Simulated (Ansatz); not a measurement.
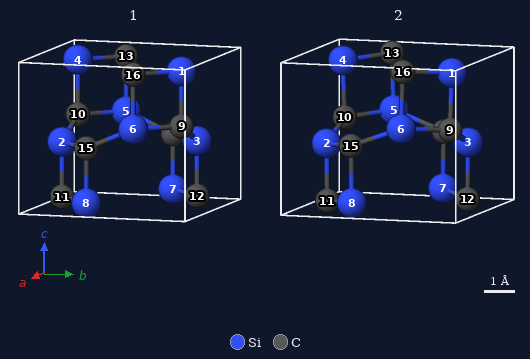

Two geometries of crystalline SiC (a generated structure, set up in P4_2/ncm) (coarse preliminary run), drawn at one scale. One is the start of a relaxation, the other its converged end. Style: ball-and-stick. Shown: the cell of the calculation, slightly off an axis.

The calculation used DFT PBE, scalar-relativistic, plane waves, PAW in Ansatz 0.2.0. Set-up: plane-wave cutoff 420 eV; k-point mesh 4 × 4 × 4; occupations gaussian; smearing width 0.1 eV; no spin polarisation; cell and atoms relaxed; force threshold 0.04 eV/Å; at most 70 steps.

Question: Which of the two is the end point?

Answer: Structure 2 is the relaxed one. After 5 accepted moves (7 points after the start) the energy has fallen by 2.839 eV per cell of the calculation. Largest force component: 2 eV/Å at the start, 0.01 eV/Å at the end. Pressure: 28.50 GPa at the start and 0.05 GPa at the end. The SCF was repeated twice at an unchanged geometry on a basis and grid sized afresh for the cell, which shifted the energy by 52.7 meV per cell of the calculation at most. The largest moves relative to the cell, 0.12 Å, are those of C atoms. Largest moves by element: C 0.12 Å, Si 0.04 Å. The volume changes by +11.0 %, with a = b 5.896 → 6.195 Å (+5.1 %), c 5.149 → 5.177 Å (+0.5 %). Among the contacts that change: Si–Si 2.351 → 2.469 Å, C–Si 1.808 → 1.908 Å, C–Si 1.863 → 1.937 Å, C–Si 1.818 → 1.851 Å. Bond angles that change, for instance: C–Si–C 81.1° → 86.0°, Si–C–Si 113.2° → 108.5°, Si–Si–C 180.0° → 175.6°. The space group stays P4_2/ncm (No. 138). The run took 100 s on 1 thread of Arm Neoverse V1 (shared host), peak memory 0.47 GiB.
